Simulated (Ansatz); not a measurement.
## TaN: one change and its effect

System: TaN (P-6m2, 2 atoms in the cell).
Method of the first run: Kohn-Sham DFT of a periodic cell, PBE0, Ansatz PAW, no spin polarisation (Ansatz 0.2.0).

The structure derives from an entry of the Crystallography Open Database. Text and figures count atoms from 1; the logs count them from 0 in places.

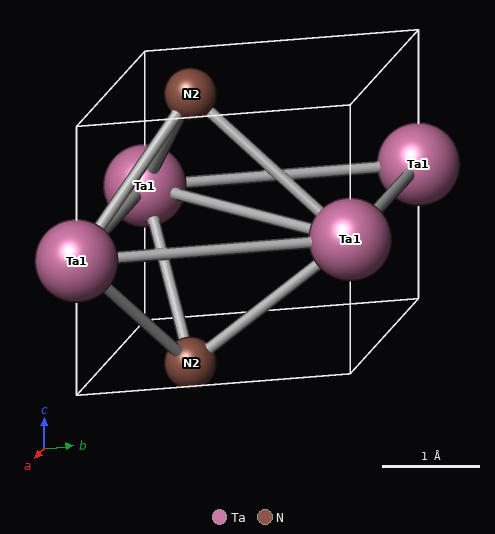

Figure 1. The input geometry (ball-and-stick view of the cell of the calculation, seen slightly off an axis; atoms are numbered from 1 in the order of the input). An atom can appear more than once, as a periodic image. Near neighbours in the periodic cell (some may lie outside the picture): Ta has 6 N at 2.23 Å and 8 Ta at 2.88 to 2.94 Å; N has 6 Ta at 2.23 Å.

**Input file, the first run**
```yaml
crystal:
  lattice:
    - [2.938, 0.0, 0.0]
    - [-1.469, 2.5443826363, 0.0]
    - [0.0, 0.0, 2.883]
  atoms:
    - { symbol: Ta, position: [0.0, 0.0, 0.5] }
    - { symbol: "N", position: [0.6666666667, 0.3333333333, 0.0] }
hamiltonian:
  xc: pbe0
  pseudopotentials: { kind: paw }
kpoints:
  mp_grid: { grid: [5, 5, 5] }
scf:
  occupations: { method: fermi_dirac, width: 0.05 }
output:
  forces: true
  stress: true
  eigenvalues: true
  write_density: true
  write_potential: true
  elf: true
  volumetric_format: npy
```

Hardware: 1 × NVIDIA H100 80GB HBM3, 2 threads of AMD EPYC (Zen 3), 144 GiB of memory available, shared host.

**Output, shortened to warnings, some set-up lines, iterations and results (the first run)**
```
Warning: output.stress: scf.convergence.dr2_threshold = 1e-7 eV (the SCF's general default) is looser than the 2e-10 eV advised for a printed stress (1e-10 eV for each atom of the cell: 2). What an SCF threshold leaves in a stress goes as its square root, and in the free energy as the threshold itself, and one threshold admits the most on a small cell: of the crystals measured, under no hybrid …
Warning: output.stress: scf.exx.energy_threshold = 1e-6 eV is looser than the 2e-8 eV advised for a stress under a hybrid functional (1e-8 eV for each atom of the cell: 2). Every SCF of the exchange loop can meet its threshold on dr2 while the loop round them stops early: no threshold on dr2 bounds what that leaves in the stress. Set scf.exx.energy_threshold to 2e-8 eV or tighter. The threshold …
Basis set: ecut = 420 eV, 405 PW (Γ), exchange–correlation on 40×40×40 points (8 copies of the dense FFT grid, shifted against one another)
Symmetry: 12 space group operations
k-points: 15 of 125 (time reversal used)
Initial density: superposition of atomic densities (neutral atoms: chi_scale 0, normalization atom), corrected by the library's trained network
[...]
SCF iter   1: F=—  HF=-10318.516259 eV  |F-HF|=—  |Δ(HF+E_count)|=         —  Δρ=8.50e-3  dr2=7.27e-3  ethr=1.77e-3  ⟨swp⟩=4.9  Hψ=767  notcnv=0
SCF iter   2: F=—  HF=-10318.516438 eV  |F-HF|=—  |Δ(HF+E_count)|=   1.80e-4  Δρ=3.96e-3  dr2=1.33e-3  ethr=4.04e-5  ⟨swp⟩=2.9  Hψ=399  notcnv=0
SCF iter   3: F=—  HF=-10318.516899 eV  |F-HF|=—  |Δ(HF+E_count)|=   4.61e-4  Δρ=4.39e-4  dr2=1.51e-5  ethr=7.32e-8  ⟨swp⟩=3.1  Hψ=860  notcnv=0
SCF iter   4: F=—  HF=-10318.516905 eV  |F-HF|=—  |Δ(HF+E_count)|=   6.10e-6  Δρ=8.96e-5  dr2=1.60e-6  ethr=7.32e-8  ⟨swp⟩=3.1  Hψ=438  notcnv=0
SCF iter   5: F=—  HF=-10318.516905 eV  |F-HF|=—  |Δ(HF+E_count)|=   6.00e-7  Δρ=1.72e-5  dr2=5.28e-8  ethr=8.92e-9  ⟨swp⟩=3.0  Hψ=364  notcnv=0
[... 16 lines ...]
SCF iter   4: F=—  HF=-10316.817855 eV  |F-HF|=—  |Δ(HF+E_count)|=   5.64e-7  Δρ=1.02e-5  dr2=1.13e-7  ethr=4.00e-10  ⟨swp⟩=4.1  Hψ=507  notcnv=0
SCF iter   5: F=—  HF=-10316.817855 eV  |F-HF|=—  |Δ(HF+E_count)|=   2.52e-9  Δρ=6.08e-7  dr2=1.06e-7  ethr=3.95e-11  ⟨swp⟩=2.9  Hψ=393  notcnv=0
SCF iter   6: F=—  HF=-10316.817855 eV  |F-HF|=—  |Δ(HF+E_count)|=   7.30e-7  Δρ=1.17e-5  dr2=2.67e-8  ethr=1.00e-12  ⟨swp⟩=5.1  Hψ=636  notcnv=0
SCF iter   7: F=-10316.817855 eV  HF=-10316.817855 eV  |F-HF|=2.36e-11  |Δ(HF+E_count)|=   7.45e-9  Δρ=4.17e-7  dr2=3.30e-9  ethr=1.00e-12  ⟨swp⟩=4.8  Hψ=560  notcnv=0
SCF 3 converged in 7 iterations: F = -10316.817855 eV  dr2 = 3.30e-9
  Residual-converged pass: ⟨swp⟩=1.9  Hψ=218  notcnv=0  max |occ|·‖R‖ = 2.4e-6 eV (tolerance 2.4e-6 eV)  dr2=3.30e-9  dr2_onsite=6.44e-13  max |Δocc| = 3.6e-14
hybrid outer 2: dexx = +4.641e-7 eV, tail = 1.33e-8 eV, Δε = 1.22e-3 eV (about 3.84e-5 eV left of the loop's levels)
hybrid SCF converged: 2 outer / 16 inner (+7 warm-up), last move |dexx| = 4.64e-7 eV, tail = 1.33e-8 eV
Stability not checked: this state was not tested for a lower state beside it, because the functional holds exact exchange (a hybrid, or Hartree-Fock), whose exchange loop this test does not read (fock_operator; see scf.lower_state_search)
Free energy (F): -10316.817856 eV
Frozen-core exchange: fock
Harris-Foulkes:  -10316.817856 eV  (|F-HF|=2.36e-11)
Internal energy: -10316.815637 eV  (E = F + TS)
E sigma→0 (E₀):  -10316.816746 eV
Entropy (-TS):   -0.002218 eV (-1.109 meV/atom)
Fermi energy:    20.473817 eV
--- Per-component energies (eV) ---
  E_band       = -93.076684
  E_kinetic    = 497.872963
  E_local      = -596.771339  (includes V_loc(G=0)·N_el)
  E_nonlocal   = 60.789666
  E_hartree    = 200.308857
  E_xc         = -215.994170
  E_vxc        = -217.997632  (∫ρ·V_xc dr)
  E_exx        = -57.257955  (= α·E_x^exact, valence–valence)
  E_paw        = -8528.351766  (= ΣΔE_a)
  E_vpaw       = -123.072075  (= ΣTr[D̂ρ^β])
  E_aug_tail   = 0.000200  (compensation charges beyond the density's cutoff)
  E_ewald      = -1674.023123
  E_core_change = -3.388971  (= ΣΔE_core)
  E_smearing   = -0.002218  (= −TS)
  E_closure    = 0.000000  (closes the sum)
  Σ components = -10316.817856   (vs F -10316.817856, Δ=1.82e-12)
--- Forces (eV/Å), atoms counted from 1 ---
  atom   1  Ta     0.00000000     0.00000000     0.00000000
  atom   2  N      0.00000000     0.00000000     0.00000000
  max |Σ_I F_I| component: 6.29e-16 eV/Å
--- Stress (GPa, compression-positive) ---
       -3.152032       0.000000       0.000000
        0.000000      -3.152032       0.000000
        0.000000       0.000000      -3.861080
  P = ⅓ Tr σ = -3.3884 GPa (-33.884 kbar)
```

The second run used a changed input.

**The two runs side by side**

```csv
quantity,the first run,the second run
outcome,converged,converged
free energy per atom (eV),−5158.4089,−5111.2434
"energy per atom, smearing taken to zero (eV)",−5158.4084,−5111.2429
gap on the mesh (eV),0.00,0.00
pressure (GPa),−3.39,−10.05
largest force (eV/Å),0.000,0.000
SCF iterations,23,23
irreducible k-points,15,15
plane waves at Γ,405,405
wall time (shared host),10 s,9.2 s
```

Which change of the input explains these differences?

The change (lines with − go, lines with + come):
```diff
-  xc: pbe0
+  xc: { exchange: pbesol, correlation: pbesol, exx: { coeff: 0.25 } }
```

The total energies belong to different methods, so their difference says nothing on which is more stable or more accurate. The pressure goes from −3.39 to −10.05 GPa. The number of SCF iterations is the same.

**Output, shortened to warnings, some set-up lines, iterations and results (the second run)**
```
Warning: output.stress: scf.convergence.dr2_threshold = 1e-7 eV (the SCF's general default) is looser than the 2e-10 eV advised for a printed stress (1e-10 eV for each atom of the cell: 2). What an SCF threshold leaves in a stress goes as its square root, and in the free energy as the threshold itself, and one threshold admits the most on a small cell: of the crystals measured, under no hybrid …
Warning: output.stress: scf.exx.energy_threshold = 1e-6 eV is looser than the 2e-8 eV advised for a stress under a hybrid functional (1e-8 eV for each atom of the cell: 2). Every SCF of the exchange loop can meet its threshold on dr2 while the loop round them stops early: no threshold on dr2 bounds what that leaves in the stress. Set scf.exx.energy_threshold to 2e-8 eV or tighter. The threshold …
Basis set: ecut = 420 eV, 405 PW (Γ), exchange–correlation on 40×40×40 points (8 copies of the dense FFT grid, shifted against one another)
Symmetry: 12 space group operations
k-points: 15 of 125 (time reversal used)
Initial density: superposition of atomic densities (neutral atoms: chi_scale 0, normalization atom), corrected by the library's trained network
[...]
SCF iter   1: F=—  HF=-10187.640298 eV  |F-HF|=—  |Δ(HF+E_count)|=         —  Δρ=1.45e-2  dr2=3.43e-2  ethr=1.77e-3  ⟨swp⟩=4.9  Hψ=768  notcnv=0
SCF iter   2: F=—  HF=-10187.632587 eV  |F-HF|=—  |Δ(HF+E_count)|=   7.71e-3  Δρ=4.92e-3  dr2=3.66e-3  ethr=1.90e-4  ⟨swp⟩=2.8  Hψ=402  notcnv=0
SCF iter   3: F=—  HF=-10187.632255 eV  |F-HF|=—  |Δ(HF+E_count)|=   3.32e-4  Δρ=8.65e-4  dr2=6.14e-5  ethr=3.28e-7  ⟨swp⟩=2.9  Hψ=768  notcnv=0
SCF iter   4: F=—  HF=-10187.632265 eV  |F-HF|=—  |Δ(HF+E_count)|=   1.04e-5  Δρ=1.25e-4  dr2=2.11e-6  ethr=3.28e-7  ⟨swp⟩=3.0  Hψ=389  notcnv=0
SCF iter   5: F=—  HF=-10187.632265 eV  |F-HF|=—  |Δ(HF+E_count)|=   3.95e-7  Δρ=1.23e-5  dr2=1.06e-8  ethr=1.17e-8  ⟨swp⟩=3.1  Hψ=409  notcnv=0
[... 16 lines ...]
SCF iter   4: F=—  HF=-10222.486875 eV  |F-HF|=—  |Δ(HF+E_count)|=   2.14e-7  Δρ=7.25e-6  dr2=8.50e-8  ethr=6.88e-11  ⟨swp⟩=4.1  Hψ=527  notcnv=0
SCF iter   5: F=—  HF=-10222.486875 eV  |F-HF|=—  |Δ(HF+E_count)|=   1.69e-9  Δρ=1.22e-6  dr2=8.07e-8  ethr=2.17e-11  ⟨swp⟩=2.9  Hψ=372  notcnv=0
SCF iter   6: F=—  HF=-10222.486876 eV  |F-HF|=—  |Δ(HF+E_count)|=   5.43e-7  Δρ=8.38e-6  dr2=1.77e-8  ethr=1.00e-12  ⟨swp⟩=5.1  Hψ=611  notcnv=0
SCF iter   7: F=-10222.486876 eV  HF=-10222.486876 eV  |F-HF|=1.64e-11  |Δ(HF+E_count)|=   6.71e-9  Δρ=4.37e-7  dr2=3.30e-9  ethr=1.00e-12  ⟨swp⟩=4.4  Hψ=538  notcnv=0
SCF 3 converged in 7 iterations: F = -10222.486876 eV  dr2 = 3.30e-9
  Residual-converged pass: ⟨swp⟩=2.0  Hψ=253  notcnv=0  max |occ|·‖R‖ = 2.3e-6 eV (tolerance 2.4e-6 eV)  dr2=3.30e-9  dr2_onsite=1.54e-12  max |Δocc| = 7.1e-14
hybrid outer 2: dexx = +4.473e-7 eV, tail = 1.30e-8 eV, Δε = 1.29e-3 eV (about 4.10e-5 eV left of the loop's levels)
hybrid SCF converged: 2 outer / 17 inner (+6 warm-up), last move |dexx| = 4.47e-7 eV, tail = 1.30e-8 eV
Stability not checked: this state was not tested for a lower state beside it, because the functional holds exact exchange (a hybrid, or Hartree-Fock), whose exchange loop this test does not read (fock_operator; see scf.lower_state_search)
Free energy (F): -10222.486876 eV
Frozen-core exchange: fock
Harris-Foulkes:  -10222.486876 eV  (|F-HF|=1.64e-11)
Internal energy: -10222.484658 eV  (E = F + TS)
E sigma→0 (E₀):  -10222.485767 eV
Entropy (-TS):   -0.002218 eV (-1.109 meV/atom)
Fermi energy:    20.315551 eV
--- Per-component energies (eV) ---
  E_band       = -95.079199
  E_kinetic    = 497.328848
  E_local      = -599.170931  (includes V_loc(G=0)·N_el)
  E_nonlocal   = 63.658812
  E_hartree    = 200.018184
  E_xc         = -214.784087
  E_vxc        = -217.604164  (∫ρ·V_xc dr)
  E_exx        = -57.210122  (= α·E_x^exact, valence–valence)
  E_paw        = -8435.097917  (= ΣΔE_a)
  E_vpaw       = -124.907907  (= ΣTr[D̂ρ^β])
  E_aug_tail   = 0.000191  (compensation charges beyond the density's cutoff)
  E_ewald      = -1674.023123
  E_core_change = -3.204512  (= ΣΔE_core)
  E_smearing   = -0.002218  (= −TS)
  E_closure    = -0.000000  (closes the sum)
  Σ components = -10222.486876   (vs F -10222.486876, Δ=0.00e0)
--- Forces (eV/Å), atoms counted from 1 ---
  atom   1  Ta     0.00000000     0.00000000     0.00000000
  atom   2  N      0.00000000     0.00000000     0.00000000
  max |Σ_I F_I| component: 6.66e-16 eV/Å
--- Stress (GPa, compression-positive) ---
       -9.462096       0.000000       0.000000
        0.000000      -9.462096       0.000000
        0.000000       0.000000     -11.222204
  P = ⅓ Tr σ = -10.0488 GPa (-100.488 kbar)
```

For both runs: Warnings: the exchange loop's threshold is looser than advised for the stress; the SCF threshold is looser than advised for the printed stress. Spin–orbit coupling is left out, which matters for Ta. The k-point mesh is coarse for a cell of this size, so the results may not be converged.
